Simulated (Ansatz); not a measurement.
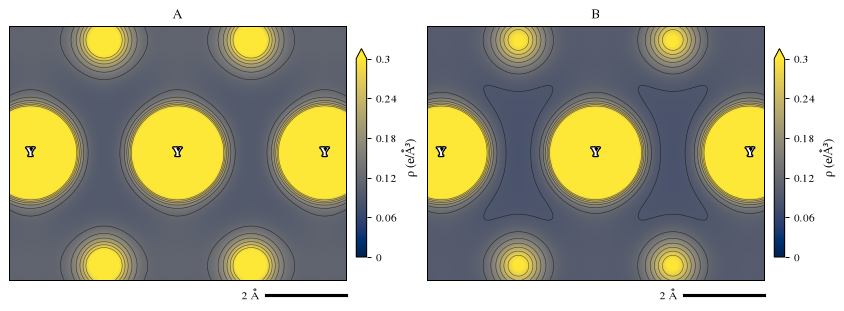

Y. The valence pseudo-density of two cells that differ in size and shape, on the (010) plane of each (indices in the axes of the calculation cell), at one length scale and on one colour scale: B has 35.7 Å³ an atom and A 32.4.

Space group P6₃/mmc.

These are results of DFT PBEsol, scalar-relativistic, plane waves, PAW in Ansatz 0.2.0, not measurements.

Core electrons are frozen (PAW), and the valence fields are smoothed inside the atomic spheres.

The larger cell:

```
CELL_PARAMETERS angstrom
3.83407 0.00000 0.00000
-1.91704 3.32041 0.00000
0.00000 0.00000 5.60372
ATOMIC_POSITIONS crystal
Y 0.33333 0.66667 0.25000
Y 0.66667 0.33333 0.75000
```

The smaller cell: a = 3.651 Å, b = 3.651 Å, c = 5.604 Å, α = 90.00°, β = 90.00°, γ = 120.00°.

Q: What does the compression do to the bonding and the properties?

A: From the larger cell to the smaller, Y–Y goes from 3.83 to 3.65 Å, and the density at its midpoint from 0.08 to 0.1 e/Å³; the pressure goes from −4.5 to −1.3 GPa.
